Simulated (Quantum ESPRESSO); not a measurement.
# 2H-MoS2, 1 layer, rectangular cell: a series in strain along the second axis, part 3 of 7

Wanted: a table for 2H-MoS2, 1 layer, rectangular cell against strain along the second axis, and what can be fitted to it.

Quantum ESPRESSO 7.5; plane-wave DFT, PBE, GBRV ultrasoft pseudopotentials.

So far. Step 2 (Variable-cell relaxation of the reference):  The last row is no step: it is a fresh SCF in the final cell with a new plane-wave basis, -0 meV from the row before. Step 3 (Relaxing the ions, -4 %): The relaxation lowers the energy by 4 meV an atom.

**4. Self-consistent run, -4 %**

The self-consistent run of this member.

m0.scf.in reads:

```
&control
  prefix = 'm0.scf'
  outdir = './out'
  pseudo_dir = './pseudo'
  calculation = 'scf'
  tprnfor = .true.
/
&system
  ibrav = 0
  nat = 6
  ntyp = 2
  ecutwfc = 40
  ecutrho = 200
  occupations = 'smearing'
  smearing = 'fd'
  degauss = 0.002
  nbnd = 30
/
&electrons
  conv_thr = 1e-09
  mixing_beta = 0.4
  electron_maxstep = 120
  mixing_mode = 'plain'
/
ATOMIC_SPECIES
  S   32.0600  s_pbe_v1.4.uspp.F.UPF
  Mo  95.9500  mo_pbe_v1.uspp.F.UPF
CELL_PARAMETERS angstrom
  3.18307604300000 0.00000000000000 0.00000000000000
  0.00000000000000 5.29275603648000 0.00000000000000
  0.00000000000000 0.00000000000000 18.26259773800000
ATOMIC_POSITIONS crystal
  S   0.999999999900 0.334213019300 0.413279938200
  S   0.500000000000 0.834212888600 0.413279915300
  Mo  0.000000000000 -0.001759260900 0.500000000000
  Mo  0.500000000000 0.498240778400 0.500000000000
  S   0.999999999900 0.334213019300 0.586720061800
  S   0.500000000000 0.834212888600 0.586720084700
K_POINTS automatic
  10 6 1 0 0 0
```

Command:

```
OMP_NUM_THREADS=1 mpirun -n 4 pw.x -nk 4 -in m0.scf.in > m0.scf.out
```

The program printed:

```text
[banner, memory and clock lines left out]
Program PWSCF v.7.5 starts
[citation notice left out]

[...]
Message from routine setup:
[...]
bravais-lattice index     =            0
     lattice parameter (alat)  =       6.0151  a.u.
     unit-cell volume          =    2076.2902 (a.u.)^3
     number of atoms/cell      =            6
     number of atomic types    =            2
     number of electrons       =        52.00
     number of Kohn-Sham states=           30
     kinetic-energy cutoff     =      40.0000  Ry
     charge density cutoff     =     200.0000  Ry
     scf convergence threshold =      1.0E-09
     mixing beta               =       0.4000
     number of iterations used =            8  plain     mixing
     Exchange-correlation= SLA  PW   PBE  PBE
                           (   1   4   3   4   0   0   0)

[...]
PseudoPot. # 1 for S  read from file:
     ./pseudo/s_pbe_v1.4.uspp.F.UPF
     Pseudo is Ultrasoft + core correction, Zval =  6.0
     Generated by new atomic code, or converted to UPF format
     Using radial grid of  907 points,  6 beta functions with:
                l(1) =   0
                l(2) =   0
                l(3) =   1
                l(4) =   1
                l(5) =   2
                l(6) =   2
     Q(r) pseudized with  8 coefficients,  rinner =    1.300   1.300   1.300
                                                       1.300   1.300

     PseudoPot. # 2 for Mo read from file:
     ./pseudo/mo_pbe_v1.uspp.F.UPF
     Pseudo is Ultrasoft + core correction, Zval = 14.0
     Generated by new atomic code, or converted to UPF format
     Using radial grid of  889 points,  6 beta functions with:
                l(1) =   0
                l(2) =   0
                l(3) =   1
                l(4) =   1
                l(5) =   2
                l(6) =   2
     Q(r) pseudized with  6 coefficients,  rinner =    1.000   1.000   1.000
                                                       1.000   1.000

     atomic species   valence    mass     pseudopotential
     S                 6.00    32.06000     S ( 1.00)
     Mo               14.00    95.95000     Mo( 1.00)

      4 Sym. Ops. (no inversion) found

[...]
number of k points=    24  Fermi-Dirac smearing, width (Ry)=  0.0020
[...]
Dense  grid:    99353 G-vectors     FFT dimensions: (  27,  45, 160)

     Smooth grid:    70967 G-vectors     FFT dimensions: (  25,  45, 144)

     Initial potential from superposition of free atoms

     starting charge      51.9977, renormalised to      52.0000

     negative rho (up, down):  4.854E-03 0.000E+00
     Starting wfcs are   42 randomized atomic wfcs

     per-process dynamical memory:    88.7 Mb

     Self-consistent Calculation

     iteration #  1     ecut=    40.00 Ry     beta= 0.40
     Davidson diagonalization with overlap
     ethr =  1.00E-02,  avg # of iterations =  2.0

     Threshold (ethr) on eigenvalues was too large:
     Diagonalizing with lowered threshold

     Davidson diagonalization with overlap
     ethr =  3.73E-04,  avg # of iterations =  2.3

     negative rho (up, down):  4.961E-03 0.000E+00

     total energy              =    -375.40275153 Ry
     estimated scf accuracy    <       0.25680667 Ry

     iteration #  2     ecut=    40.00 Ry     beta= 0.40
[...]
negative rho (up, down):  4.933E-03 0.000E+00

[...]
total energy              =    -375.43070937 Ry
     estimated scf accuracy    <       0.13145114 Ry

     iteration #  3     ecut=    40.00 Ry     beta= 0.40
[...]
negative rho (up, down):  4.957E-03 0.000E+00

[...]
total energy              =    -375.45300204 Ry
     estimated scf accuracy    <       0.01299949 Ry

     iteration #  4     ecut=    40.00 Ry     beta= 0.40
[...]
negative rho (up, down):  4.961E-03 0.000E+00

[...]
total energy              =    -375.45352696 Ry
     estimated scf accuracy    <       0.00279020 Ry

     iteration #  5     ecut=    40.00 Ry     beta= 0.40
[...]
negative rho (up, down):  4.946E-03 0.000E+00

[...]
total energy              =    -375.45393798 Ry
     estimated scf accuracy    <       0.00153146 Ry

     iteration #  6     ecut=    40.00 Ry     beta= 0.40
[...]
negative rho (up, down):  4.940E-03 0.000E+00

[...]
total energy              =    -375.45417279 Ry
     estimated scf accuracy    <       0.00001429 Ry

[...]
iteration # 11     ecut=    40.00 Ry     beta= 0.40
[...]
negative rho (up, down):  4.938E-03 0.000E+00

[...]
total energy              =    -375.45420009 Ry
     estimated scf accuracy    <       0.00000020 Ry

     iteration # 12     ecut=    40.00 Ry     beta= 0.40
[...]
negative rho (up, down):  4.939E-03 0.000E+00

[...]
total energy              =    -375.45420018 Ry
     estimated scf accuracy    <       0.00000024 Ry

     iteration # 13     ecut=    40.00 Ry     beta= 0.40
[...]
negative rho (up, down):  4.939E-03 0.000E+00

[...]
total energy              =    -375.45420018 Ry
     estimated scf accuracy    <       0.00000004 Ry

     iteration # 14     ecut=    40.00 Ry     beta= 0.40
[...]
negative rho (up, down):  4.939E-03 0.000E+00

[...]
End of self-consistent calculation

          k = 0.0000 0.0000 0.0000 (  8825 PWs)   bands (ev):

   -61.0700 -61.0152 -35.4048 -35.2451 -35.1443 -35.1141 -34.9896 -34.9238
   -14.4998 -13.2253 -12.3278 -12.2284  -6.1431  -6.0058  -5.2775  -4.3684
    -3.6480  -2.9433  -2.4774  -2.2494  -2.1851  -1.7128  -1.4353  -1.3211
    -0.7631  -0.4781   2.2985   2.5794   2.6929   2.7268

          k = 0.0000 0.1002 0.0000 (  8838 PWs)   bands (ev):

   -61.0663 -61.0189 -35.3736 -35.2384 -35.1511 -35.1058 -34.9981 -34.9571
   -14.3835 -13.1715 -12.5216 -12.3135  -5.9689  -5.8728  -5.0756  -4.2453
    -3.5555  -2.8223  -2.7576  -2.5817  -2.1330  -1.9104  -1.3921  -1.2717
    -0.9584  -0.4950   2.1807   2.4930   2.5603   2.6060

[...]
the Fermi energy is     0.3466 ev

!    total energy              =    -375.45420019 Ry
     estimated scf accuracy    <          8.8E-10 Ry
     smearing contrib. (-TS)   =      -0.00000000 Ry
     internal energy E=F+TS    =    -375.45420019 Ry

     The total energy is F=E-TS. E is the sum of the following terms:
     one-electron contribution =   -2011.45970322 Ry
     hartree contribution      =    1007.95525081 Ry
     xc contribution           =     -72.67341287 Ry
     ewald contribution        =     700.72366509 Ry

     convergence has been achieved in  14 iterations

     negative rho (up, down):  4.939E-03 0.000E+00

     Forces acting on atoms (cartesian axes, Ry/au):

     atom    1 type  1   force =     0.00000000   -0.00003119    0.00016401
     atom    2 type  1   force =     0.00000000   -0.00015113    0.00014044
     atom    3 type  2   force =     0.00000000    0.00018487    0.00000000
     atom    4 type  2   force =     0.00000000    0.00017977    0.00000000
     atom    5 type  1   force =     0.00000000   -0.00003119   -0.00016401
     atom    6 type  1   force =     0.00000000   -0.00015113   -0.00014044

     Total force =     0.000455     Total SCF correction =     0.000099
     SCF correction compared to forces is large: reduce conv_thr to get better values

[...]
```

Wall time 55 s (4 MPI ranks of Arm Neoverse V1, shared host); peak memory 0.74 GiB.

Numbers from this step:

| Item | Value |
| --- | --- |
| free energy | -5108.3146 eV |
| Fermi energy | 0.3466 eV |
| valence top, on the run's zero | -0.2458 eV |
| conduction bottom, on the run's zero | 1.636 eV |
| gap by band count | 1.882 eV |

**5. Potential by pp.x, -4 %**

plot_num = 11 writes the bare and Hartree potential, from which vacuum levels or, in a crystal, the mean potential are read.

m0.pot.in reads:

```
&inputpp
  prefix = 'm0.scf'
  outdir = './out'
  filplot = 'm0.pot.dat'
  plot_num = 11
/
```

Command:

```
OMP_NUM_THREADS=1 mpirun -n 4 pp.x -in m0.pot.in > m0.pot.out
```

The program printed:

```text
[banner, memory and clock lines left out]
Program POST-PROC v.7.5 starts

          URL

     ./out/m0.scf.save/

     IMPORTANT: XC functional enforced from input :
     Exchange-correlation= PBE
                           (   1   4   3   4   0   0   0)
     Any further DFT definition will be discarded
     Please, verify this is what you really want

     negative rho (up, down):  4.939E-03 0.000E+00

     Calling punch_plot, plot_num =  11
     Writing data to file  m0.pot.dat
     Message from routine chdens:
     namelist plot not found or invalid, exiting
```

Wall time 1.1 s (4 MPI ranks); peak memory 0.11 GiB.

This step gave:

```
slope of the potential above                                          : 5.19e-5 eV/Å
upper vacuum line continued to the top atoms, over the valence top    : 5.880 eV
slope of the potential below                                          : -4.06e-5 eV/Å
lower vacuum line continued to the bottom atoms, over the valence top : 5.880 eV
vacuum level at the upper face over the valence top of the mesh       : 5.881 eV
vacuum level at the lower face over the valence top of the mesh       : 5.881 eV
```

Electrostatic potential energy of an electron; zero at the highest filled level of the SCF mesh. Potential energy, planar mean against z:

```
z (Å)  potential energy, planar mean (eV)
    0                                5.88
    1                                5.88
    2                                5.88
    3                                5.88
    4                                5.88
    5                                5.86
    6                                5.47
    7                               -3.29
    8                               -8.38
    9                               -26.8
   10                               -5.84
   11                               -10.1
   12                                4.96
   13                                5.84
   14                                5.88
   15                                5.88
   16                                5.88
   17                                5.88
   18                                5.88
```

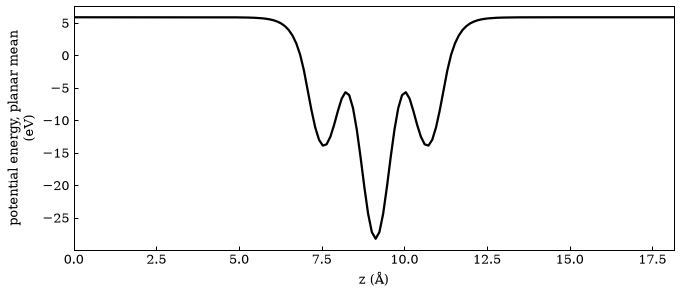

Potential energy, planar mean against z.

(Continued in part 4 of 7.)

[Logs are printed without paths, hosts, clocks, repeated set-up lines and the standing remarks that a program may print on its own settings, such as how far it seeks lower states.]

[Hosts, paths, dates, database ids (printed as entryN), source tags and the programs' standing remarks are cut or masked in the printed files.]

[Maps of the electrostatic potential energy from Ansatz leave out the sawtooth potential of an applied field or a dipole correction, so their vacuum need not be flat; planar profiles and work functions include it.]
